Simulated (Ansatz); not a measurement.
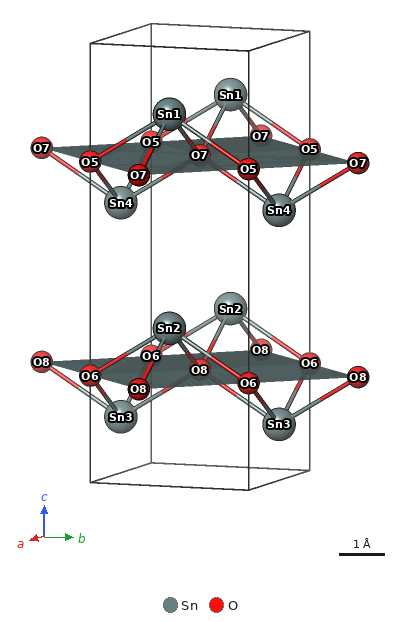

**Figure 1.** The input geometry of run 1 (polyhedral view of the cell of the calculation, seen slightly off an axis; polyhedra are completed across the faces of the cell; atoms are numbered from 1 in the order of the input). An atom can appear more than once, as a periodic image.

**What a change does: single-point calculation on SnO**

System: SnO (8 atoms in the cell).
Method of run 1: DFT LDA, scalar-relativistic, plane waves, PAW, no spin polarisation (Ansatz 0.2.0).

The structure derives from an entry of the Crystallography Open Database. Text and figures count atoms from 1; the logs count them from 0 in places.

## The input, run 1
```yaml
crystal:
  lattice:
    - [-3.802, 0.0, 0.0]
    - [0.0, -3.802, 0.0]
    - [0.0, 0.0, 9.922]
  atoms:
    - { symbol: Sn, position: [0.0, 0.5, 0.8473479137] }
    - { symbol: Sn, position: [0.0, 0.5, 0.3599461802] }
    - { symbol: Sn, position: [0.5, 0.0, 0.1274555533] }
    - { symbol: Sn, position: [0.5, 0.0, 0.6148572868] }
    - { symbol: O, position: [0.0, 0.0, 0.7311026003] }
    - { symbol: O, position: [0.0, 0.0, 0.2437008668] }
    - { symbol: O, position: [0.5, 0.5, 0.7311026003] }
    - { symbol: O, position: [0.5, 0.5, 0.2437008668] }
basis:
  ecutwfc: 420
kpoints:
  mp_grid: { grid: [9, 9, 4] }
hamiltonian:
  xc: lda
scf:
  occupations: { method: gaussian, width: 0.03 }
output:
  forces: true
  stress: true
  eigenvalues: true
```

Command:
```bash
ansatz run input.yaml --threads 2 --pin off --max-ram 5120MiB --backend cpu --events-out ev --progress --plain --runs-dir out
```

Hardware: 2 threads of Arm Neoverse V2, 24 GiB of memory available, shared host.

## Output, shortened to warnings, some set-up lines, iterations and results (run 1)
```
Basis set: ecut = 420 eV, 2777 PW (Γ)
Symmetry: 16 space group operations
k-points: 45 of 324
Initial density: superposition of atomic densities (neutral atoms: chi_scale 0, normalization atom), corrected by the library's trained network
[...]
SCF iter   1: F=—  HF=-25739.611787 eV  |F-HF|=—  |Δ(HF+E_count)|=         —  Δρ=1.42e-2  dr2=2.39e-1  ethr=1.77e-3  ⟨swp⟩=6.5  Hψ=8464  notcnv=0  defer=6
SCF iter   2: F=—  HF=-25739.557788 eV  |F-HF|=—  |Δ(HF+E_count)|=   5.40e-2  Δρ=5.46e-3  dr2=3.39e-2  ethr=2.99e-4  ⟨swp⟩=2.3  Hψ=3579  notcnv=0  defer=141
SCF iter   3: F=—  HF=-25739.549931 eV  |F-HF|=—  |Δ(HF+E_count)|=   7.86e-3  Δρ=1.89e-3  dr2=3.89e-3  ethr=4.24e-5  ⟨swp⟩=2.0  Hψ=2966  notcnv=0  defer=96
SCF iter   4: F=—  HF=-25739.548667 eV  |F-HF|=—  |Δ(HF+E_count)|=   1.26e-3  Δρ=4.16e-4  dr2=2.44e-4  ethr=4.86e-6  ⟨swp⟩=3.0  Hψ=3750  notcnv=0  defer=96
SCF iter   5: F=—  HF=-25739.548614 eV  |F-HF|=—  |Δ(HF+E_count)|=   5.32e-5  Δρ=6.81e-5  dr2=9.19e-6  ethr=3.04e-7  ⟨swp⟩=2.1  Hψ=2775  notcnv=0  defer=96
SCF iter   6: F=—  HF=-25739.548612 eV  |F-HF|=—  |Δ(HF+E_count)|=   1.82e-6  Δρ=1.92e-5  dr2=7.84e-7  ethr=1.15e-8  ⟨swp⟩=2.3  Hψ=3441  notcnv=0  defer=96
SCF iter   7: F=-25739.548612 eV  HF=-25739.548612 eV  |F-HF|=3.33e-8  |Δ(HF+E_count)|=   2.70e-8  Δρ=5.35e-6  dr2=7.04e-8  ethr=1.25e-10  ⟨swp⟩=10.4  Hψ=10187  notcnv=0
SCF 1 converged in 7 iterations: F = -25739.548612 eV  dr2 = 7.04e-8
SCF converged after 7 iterations
Free energy (F): -25739.548612 eV
Harris-Foulkes:  -25739.548612 eV  (|F-HF|=3.33e-8)
Internal energy: -25739.548612 eV  (E = F + TS)
E sigma→0 (E₀):  -25739.548612 eV
Fermi energy:    9.419277 eV
--- Per-component energies (eV) ---
  E_band       = -416.280763
  E_kinetic    = 1447.397851
  E_local      = -5595.943776  (includes V_loc(G=0)·N_el)
  E_nonlocal   = 89.158793
  E_hartree    = 2988.314613
  E_xc         = -1805.815662
  E_vxc        = -766.992427  (∫ρ·V_xc dr)
  E_paw        = -16567.604655  (= ΣΔE_a)
  E_vpaw       = -1566.546037  (= ΣTr[D̂ρ^β])
  E_aug_tail   = 0.009821  (compensation charges beyond the density's cutoff)
  E_ewald      = -6297.152876
  E_core_change = 2.087279  (= ΣΔE_core)
  E_smearing   = -0.000000  (= −TS)
  E_closure    = -0.000000  (closes the sum)
  Σ components = -25739.548612   (vs F -25739.548612, Δ=0.00e0)
--- Forces (eV/Å), atoms counted from 1 ---
  atom   1  Sn     0.00000000     0.00000000    -0.16679913
  atom   2  Sn     0.00000000     0.00000000    -0.22638697
  atom   3  Sn     0.00000000     0.00000000     0.16679913
  atom   4  Sn     0.00000000     0.00000000     0.22638697
  atom   5  O      0.00000000     0.00000000     0.01320687
  atom   6  O      0.00000000     0.00000000    -0.01320687
  atom   7  O      0.00000000     0.00000000     0.01320687
  atom   8  O      0.00000000     0.00000000    -0.01320687
  max |Σ_I F_I| component: 5.55e-17 eV/Å
--- Stress (GPa, compression-positive) ---
       -2.887071       0.000000       0.000000
        0.000000      -2.887071       0.000000
        0.000000       0.000000      -2.944323
  P = ⅓ Tr σ = -2.9062 GPa (-29.062 kbar)
```

The input of run 2 differs as follows (lines with − go, lines with + come):
```diff
-  mp_grid: { grid: [9, 9, 4] }
+  mp_grid: { grid: [9, 9, 4], shift: [0.5, 0.5, 0.5] }
```

What does this change do to the results?

The energy doesn't change within 0.01 meV per atom. The gap on the mesh goes from 0.41 to 0.35 eV. The number of SCF iterations is the same. The irreducible k-points go from 45 to 30. On the same kind of shared host run 2 took about 0.64 times as long.

## Output, shortened to warnings, some set-up lines, iterations and results (run 2)
```
Basis set: ecut = 420 eV, 2777 PW (Γ)
Symmetry: 16 space group operations
k-points: 30 of 324
Initial density: superposition of atomic densities (neutral atoms: chi_scale 0, normalization atom), corrected by the library's trained network
[...]
SCF iter   1: F=—  HF=-25739.611700 eV  |F-HF|=—  |Δ(HF+E_count)|=         —  Δρ=1.42e-2  dr2=2.40e-1  ethr=1.77e-3  ⟨swp⟩=6.4  Hψ=5590  notcnv=0  defer=4
SCF iter   2: F=—  HF=-25739.557836 eV  |F-HF|=—  |Δ(HF+E_count)|=   5.39e-2  Δρ=5.48e-3  dr2=3.43e-2  ethr=3.00e-4  ⟨swp⟩=2.2  Hψ=2383  notcnv=0  defer=96
SCF iter   3: F=—  HF=-25739.549907 eV  |F-HF|=—  |Δ(HF+E_count)|=   7.93e-3  Δρ=1.89e-3  dr2=3.91e-3  ethr=4.28e-5  ⟨swp⟩=2.0  Hψ=1973  notcnv=0  defer=66
SCF iter   4: F=—  HF=-25739.548635 eV  |F-HF|=—  |Δ(HF+E_count)|=   1.27e-3  Δρ=4.14e-4  dr2=2.43e-4  ethr=4.88e-6  ⟨swp⟩=3.0  Hψ=2512  notcnv=0  defer=66
SCF iter   5: F=—  HF=-25739.548581 eV  |F-HF|=—  |Δ(HF+E_count)|=   5.37e-5  Δρ=6.84e-5  dr2=9.33e-6  ethr=3.03e-7  ⟨swp⟩=2.1  Hψ=1854  notcnv=0  defer=66
SCF iter   6: F=—  HF=-25739.548583 eV  |F-HF|=—  |Δ(HF+E_count)|=   1.81e-6  Δρ=1.94e-5  dr2=8.01e-7  ethr=1.17e-8  ⟨swp⟩=2.6  Hψ=2378  notcnv=0  defer=66
SCF iter   7: F=-25739.548583 eV  HF=-25739.548583 eV  |F-HF|=3.61e-8  |Δ(HF+E_count)|=   2.63e-8  Δρ=5.40e-6  dr2=7.37e-8  ethr=1.25e-10  ⟨swp⟩=10.3  Hψ=6822  notcnv=0
SCF 1 converged in 7 iterations: F = -25739.548583 eV  dr2 = 7.37e-8
SCF converged after 7 iterations
Free energy (F): -25739.548583 eV
Harris-Foulkes:  -25739.548583 eV  (|F-HF|=3.61e-8)
Internal energy: -25739.548583 eV  (E = F + TS)
E sigma→0 (E₀):  -25739.548583 eV
Fermi energy:    9.363267 eV
--- Per-component energies (eV) ---
  E_band       = -416.280602
  E_kinetic    = 1447.398198
  E_local      = -5595.944327  (includes V_loc(G=0)·N_el)
  E_nonlocal   = 89.158576
  E_hartree    = 2988.314954
  E_xc         = -1805.815738
  E_vxc        = -766.992533  (∫ρ·V_xc dr)
  E_paw        = -16567.604470  (= ΣΔE_a)
  E_vpaw       = -1566.545741  (= ΣTr[D̂ρ^β])
  E_aug_tail   = 0.009821  (compensation charges beyond the density's cutoff)
  E_ewald      = -6297.152876
  E_core_change = 2.087279  (= ΣΔE_core)
  E_smearing   = -0.000000  (= −TS)
  E_closure    = -0.000000  (closes the sum)
  Σ components = -25739.548583   (vs F -25739.548583, Δ=0.00e0)
--- Forces (eV/Å), atoms counted from 1 ---
  atom   1  Sn     0.00000000     0.00000000    -0.16684235
  atom   2  Sn     0.00000000     0.00000000    -0.22672243
  atom   3  Sn     0.00000000     0.00000000     0.16684235
  atom   4  Sn     0.00000000     0.00000000     0.22672243
  atom   5  O      0.00000000     0.00000000     0.01312399
  atom   6  O      0.00000000     0.00000000    -0.01312399
  atom   7  O      0.00000000     0.00000000     0.01312399
  atom   8  O      0.00000000     0.00000000    -0.01312399
  max |Σ_I F_I| component: 8.33e-17 eV/Å
--- Stress (GPa, compression-positive) ---
       -2.886423       0.000000       0.000000
        0.000000      -2.886423       0.000000
        0.000000       0.000000      -2.945081
  P = ⅓ Tr σ = -2.9060 GPa (-29.060 kbar)
```

## The two runs side by side

| quantity | run 1 | run 2 |
| --- | --- | --- |
| outcome | converged | converged |
| free energy per atom (eV) | −3217.4436 | −3217.4436 |
| gap on the mesh (eV) | 0.41 | 0.35 |
| pressure (GPa) | −2.91 | −2.91 |
| largest force (eV/Å) | 0.226 | 0.227 |
| SCF iterations | 7 | 7 |
| irreducible k-points | 45 | 30 |
| plane waves at Γ | 2777 | 2777 |
| wall time (shared host) | 9.1 s | 5.8 s |
